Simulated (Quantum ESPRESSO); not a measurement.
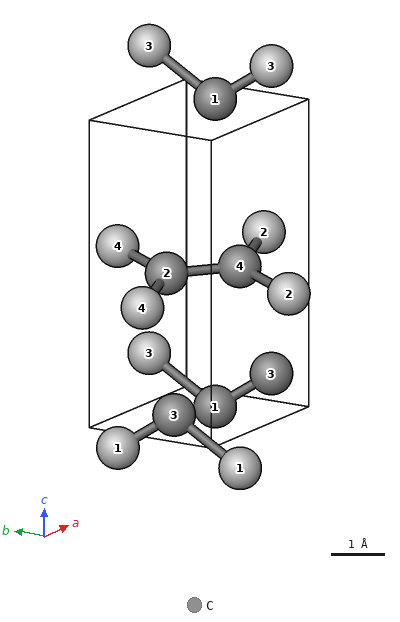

Figure 1. The input geometry (ball-and-stick view of the cell of the calculation, seen at an oblique angle; neighbours outside the cell are drawn fainter; atoms are numbered from 1 in the order of the input). An atom can appear more than once, as a periodic image.

**Single-point calculation, with input and output: C**

The run: single-point calculation of C (P1, 4 atoms in the cell). Method and program: Kohn-Sham DFT of a periodic cell, vdW-DF2, SSSP 1.3 efficiency PBE, no spin polarisation (Quantum ESPRESSO 7.5).

The structure derives from an entry of the Crystallography Open Database.

Input
```
&CONTROL
  calculation = 'scf'
  prefix = 'pwscf'
  outdir = './tmp'
  pseudo_dir = './pseudo'
  tprnfor = .true.
  tstress = .true.
  disk_io = 'nowf'
/
&SYSTEM
  ibrav = 0
  nat = 4
  ntyp = 1
  ecutwfc = 55
  ecutrho = 440
  nbnd = 14
  input_dft = 'vdw-df2'
  occupations = 'smearing'
  smearing = 'mp'
  degauss = 0.00367493
/
&ELECTRONS
  conv_thr = 8d-10
  electron_maxstep = 120
  mixing_beta = 0.5
/
ATOMIC_SPECIES
C     12.0110 C.pbe-n-kjpaw_psl.1.0.0.UPF
CELL_PARAMETERS angstrom
   2.4560000000    0.0000000000    0.0000000000
  -1.2280000000   -2.1270000000    0.0000000000
   0.0000000000    0.0000000000   -6.6960000000
ATOMIC_POSITIONS angstrom
C      1.3158611405   -1.3959551197   -6.5318314226
C      0.0878611405   -1.3959551197   -3.1838314226
C     -0.2635834092   -0.7751062596   -0.4925057321
C      1.3158611405   -0.6869834797   -3.1838314226
K_POINTS automatic
12 12 4 0 0 0
```

Hardware: 1 thread of Intel Xeon (Sapphire Rapids), 16 GiB of memory available, shared host.

Run as:
```bash
OMP_NUM_THREADS=1 pw.x -in pw.in > pw.out
```

Output
```
This program is part of the open-source Quantum ESPRESSO suite
     for quantum simulation of materials; please cite
         "P. Giannozzi et al., J. Phys.:Condens. Matter 21 395502 (2009);
         "P. Giannozzi et al., J. Phys.:Condens. Matter 29 465901 (2017);
         "P. Giannozzi et al., J. Chem. Phys. 152 154105 (2020);
          URL
     in publications or presentations arising from this work. More details at

     file C.pbe-n-kjpaw_psl.1.0.0.UPF: wavefunction(s)  2S 2P renormalized

     IMPORTANT: XC functional enforced from input :
     Exchange-correlation= VDW-DF2
                           (   1   4  13   0   2   0   0)
     Any further DFT definition will be discarded
     Please, verify this is what you really want

     G-vector sticks info
     --------------------
     sticks:   dense  smooth     PW     G-vecs:    dense   smooth      PW
     Sum         649     313    109                36769    12923    2301

     Using Slab Decomposition

     bravais-lattice index     =            0
     lattice parameter (alat)  =       4.6412  a.u.
     unit-cell volume          =     236.0521 (a.u.)^3
     number of atoms/cell      =            4
     number of atomic types    =            1
     number of electrons       =        16.00
     number of Kohn-Sham states=           14
     kinetic-energy cutoff     =      55.0000  Ry
     charge density cutoff     =     440.0000  Ry
     scf convergence threshold =      8.0E-10
     mixing beta               =       0.5000
     number of iterations used =            8  plain     mixing
     Exchange-correlation= VDW-DF2
                           (   1   4  13   0   2   0   0)

     celldm(1)=   4.641167  celldm(2)=   0.000000  celldm(3)=   0.000000
     celldm(4)=   0.000000  celldm(5)=   0.000000  celldm(6)=   0.000000

     crystal axes: (cart. coord. in units of alat)
               a(1) = (   1.000000   0.000000   0.000000 )
               a(2) = (  -0.500000  -0.866042   0.000000 )
               a(3) = (   0.000000   0.000000  -2.726384 )

     reciprocal axes: (cart. coord. in units 2 pi/alat)
               b(1) = (  1.000000 -0.577339  0.000000 )
               b(2) = (  0.000000 -1.154678  0.000000 )
               b(3) = (  0.000000 -0.000000 -0.366786 )

     PseudoPot. # 1 for C  read from file:
     C.pbe-n-kjpaw_psl.1.0.0.UPF
     Pseudo is Projector augmented-wave + core cor, Zval =  4.0
     Generated using "atomic" code by A. Dal Corso  v.5.1
     Shape of augmentation charge: PSQ
     Using radial grid of 1073 points,  4 beta functions with:
                l(1) =   0
                l(2) =   0
                l(3) =   1
                l(4) =   1
     Q(r) pseudized with 0 coefficients

     atomic species   valence    mass     pseudopotential
     C                 4.00    12.01100     C ( 1.00)

     No symmetry found

   Cartesian axes

     site n.     atom                  positions (alat units)
         1        C      tau(   1) = (   0.5357741  -0.5683856  -2.6595405  )
         2        C      tau(   2) = (   0.0357741  -0.5683856  -1.2963483  )
         3        C      tau(   3) = (  -0.1073222  -0.3155970  -0.2005316  )
         4        C      tau(   4) = (   0.5357741  -0.2797164  -1.2963483  )

     number of k points=   292  Methfessel-Paxton smearing, width (Ry)=  0.0037

     Number of k-points >= 100: set verbosity='high' to print them.

     Dense  grid:    36769 G-vectors     FFT dimensions: (  32,  32,  90)

     Smooth grid:    12923 G-vectors     FFT dimensions: (  24,  24,  60)

     Check: negative core charge=   -0.000002

     Initial potential from superposition of free atoms

     starting charge      15.9998, renormalised to      16.0000

     %%%%%%%%%%%%%%%%%%%%%%%%%%%%%%%%%%%%%%%%%%%%%%%%%%%%%%%%%%%%%%%%%%%%%%%%
     %                                                                      %
     % You are using vdW-DF, which was implemented by the Thonhauser group. %
     % Please cite the following two papers that made this development      %
     % possible and the two reviews that describe the various versions:     %
     %                                                                      %
     %   T. Thonhauser et al., PRL 115, 136402 (2015).                      %
     %   T. Thonhauser et al., PRB 76, 125112 (2007).                       %
     %   K. Berland et al., Rep. Prog. Phys. 78, 066501 (2015).             %
     %   D.C. Langreth et al., J. Phys.: Condens. Matter 21, 084203 (2009). %
     %                                                                      %
     % If you are calculating stress with vdW-DF, please also cite:         %
     %                                                                      %
     %   R. Sabatini et al., J. Phys.: Condens. Matter 24, 424209 (2012).   %
     %                                                                      %
     %%%%%%%%%%%%%%%%%%%%%%%%%%%%%%%%%%%%%%%%%%%%%%%%%%%%%%%%%%%%%%%%%%%%%%%%

     %%%%%%%%%%%%%%%%%%%%%%%%%%%%%%%%%%%%%%%%%%%%%%%%%%%%%%%%%%%%%%%%%%%%%%%%
     %                                                                      %
     %  vdW-DF NEWS:                                                        %
     %                                                                      %
     %  * vdW-DF3 is now available. DOI: 10.1021/acs.jctc.0c00471           %
     %    use with input_dft = 'vdW-DF3-opt1' or 'vdW-DF3-opt2'             %
     %                                                                      %
     %  * Unscreened and range-separated hybrid vdW-DF-cx functionals       %
     %    DOI: 10.1063/1.4986522 and 10.1088/1361-648X/ac2ad2               %
     %    use with input_dft = 'vdW-DF-cx0'    and 'vdW-DF-ahcx'            %
     %  * Unscreened and range-separated hybrid vdW-DF2-b86r functionals    %
     %    DOI: 10.1063/1.4986522 and DOI: 10.1103/PhysRevX.12.041003        %
     %    use with input_dft = 'vdW-DF2-br0' and 'vdW-DF2-ahbr'             %
     %                                                                      %
     %%%%%%%%%%%%%%%%%%%%%%%%%%%%%%%%%%%%%%%%%%%%%%%%%%%%%%%%%%%%%%%%%%%%%%%%

     Starting wfcs are   16 randomized atomic wfcs

     Self-consistent Calculation

     iteration #  1     ecut=    55.00 Ry     beta= 0.50
     Davidson diagonalization with overlap
     ethr =  1.00E-02,  avg # of iterations =  3.5

     total energy              =     -75.76074939 Ry
     estimated scf accuracy    <       0.40806279 Ry

     iteration #  2     ecut=    55.00 Ry     beta= 0.50
     Davidson diagonalization with overlap
     ethr =  2.55E-03,  avg # of iterations =  3.0

     total energy              =     -75.77588476 Ry
     estimated scf accuracy    <       0.04290062 Ry

     iteration #  3     ecut=    55.00 Ry     beta= 0.50
     Davidson diagonalization with overlap
     ethr =  2.68E-04,  avg # of iterations =  4.7

     total energy              =     -75.77991003 Ry
     estimated scf accuracy    <       0.01700490 Ry

     iteration #  4     ecut=    55.00 Ry     beta= 0.50
     Davidson diagonalization with overlap
     ethr =  1.06E-04,  avg # of iterations =  2.0

     total energy              =     -75.78292811 Ry
     estimated scf accuracy    <       0.00469795 Ry

     iteration #  5     ecut=    55.00 Ry     beta= 0.50
     Davidson diagonalization with overlap
     ethr =  2.94E-05,  avg # of iterations =  1.8

     total energy              =     -75.78350748 Ry
     estimated scf accuracy    <       0.00065134 Ry

     iteration #  6     ecut=    55.00 Ry     beta= 0.50
     Davidson diagonalization with overlap
     ethr =  4.07E-06,  avg # of iterations =  3.6

     total energy              =     -75.78360372 Ry
     estimated scf accuracy    <       0.00009610 Ry

     iteration #  7     ecut=    55.00 Ry     beta= 0.50
     Davidson diagonalization with overlap
     ethr =  6.01E-07,  avg # of iterations =  2.1

     total energy              =     -75.78362556 Ry
     estimated scf accuracy    <       0.00003101 Ry

     iteration #  8     ecut=    55.00 Ry     beta= 0.50
     Davidson diagonalization with overlap
     ethr =  1.94E-07,  avg # of iterations =  1.0

     total energy              =     -75.78363029 Ry
     estimated scf accuracy    <       0.00000032 Ry

     iteration #  9     ecut=    55.00 Ry     beta= 0.50
     Davidson diagonalization with overlap
     ethr =  2.03E-09,  avg # of iterations =  2.1

     total energy              =     -75.78363040 Ry
     estimated scf accuracy    <       0.00000004 Ry

     iteration # 10     ecut=    55.00 Ry     beta= 0.50
     Davidson diagonalization with overlap
     ethr =  2.27E-10,  avg # of iterations =  2.0

     total energy              =     -75.78363041 Ry
     estimated scf accuracy    <          5.1E-09 Ry

     iteration # 11     ecut=    55.00 Ry     beta= 0.50
     Davidson diagonalization with overlap
     ethr =  3.19E-11,  avg # of iterations =  1.7

     End of self-consistent calculation

     Number of k-points >= 100: set verbosity='high' to print the bands.

     the Fermi energy is     6.8931 ev

!    total energy              =     -75.78363041 Ry
     total all-electron energy =      -306.840022 Ry
     estimated scf accuracy    <          1.3E-10 Ry
     smearing contrib. (-TS)   =      -0.00000383 Ry
     internal energy E=F+TS    =     -75.78362658 Ry

     The total energy is F=E-TS. E is the sum of the following terms:
     one-electron contribution =      -8.91639511 Ry
     hartree contribution      =      13.24322620 Ry
     xc contribution           =     -19.19472726 Ry
     ewald contribution        =     -34.54824470 Ry
     one-center paw contrib.   =     -26.36748570 Ry

     convergence has been achieved in  11 iterations

     Forces acting on atoms (cartesian axes, Ry/au):

     atom    1 type  1   force =    -0.29421059   -0.19093238   -0.13382916
     atom    2 type  1   force =     0.00083269   -0.00123289   -0.00826149
     atom    3 type  1   force =     0.29708101    0.18983410    0.15607542
     atom    4 type  1   force =    -0.00370311    0.00233117   -0.01398477

     Total force =     0.538390     Total SCF correction =     0.000008

     Computing stress (Cartesian axis) and pressure

          total   stress  (Ry/bohr**3)                   (kbar)     P=      174.80
   0.00235607   0.00045995  -0.00146151          346.59       67.66     -215.00
   0.00045995   0.00153650  -0.00103374           67.66      226.03     -152.07
  -0.00146151  -0.00103374  -0.00032779         -215.00     -152.07      -48.22

=------------------------------------------------------------------------------=
   JOB DONE.
=------------------------------------------------------------------------------=
```

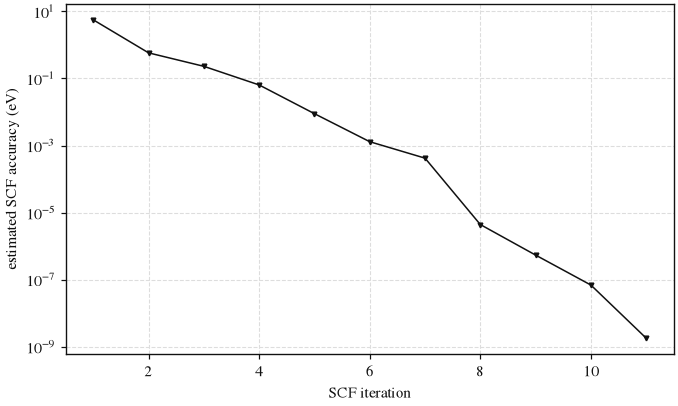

Figure 2. Convergence of the self-consistent field: estimated SCF accuracy against the iteration. The field takes 11 iterations in all.

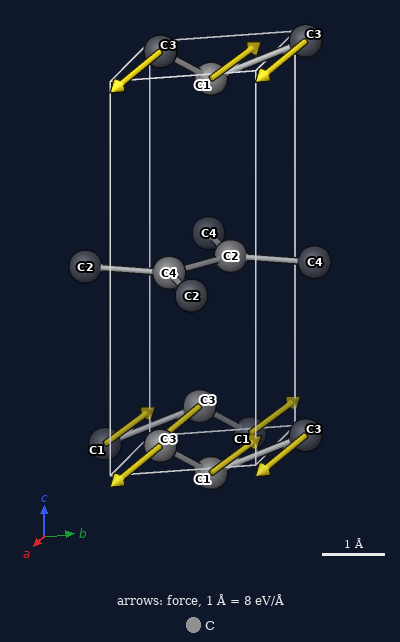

Figure 3. Forces on the atoms as yellow arrows (ball-and-stick view of the cell of the calculation, seen slightly off an axis; neighbours outside the cell are drawn fainter; atoms are numbered from 1 in the order of the input); the smallest are left out. The largest act on C3 (9.91 eV/Å); C1 (9.65 eV/Å). The geometry is not a stationary point of this energy.

Summary

```tsv
quantity	value
outcome	converged
space group (tolerance 0.01 Å)	P1 (1)
electrons treated	16
free energy	−1031.0888 eV
Fermi energy	6.893 eV
gap on the k-point mesh	none (metallic)
pressure	17.48 GPa
largest force (length of the vector)	9.913 eV/Å
wall time	2.4 min
peak memory	0.21 GiB
```

Remarks

Further notes kept with the run: potentials made for another functional. Points of doubt noted for this run: potentials made for another functional.
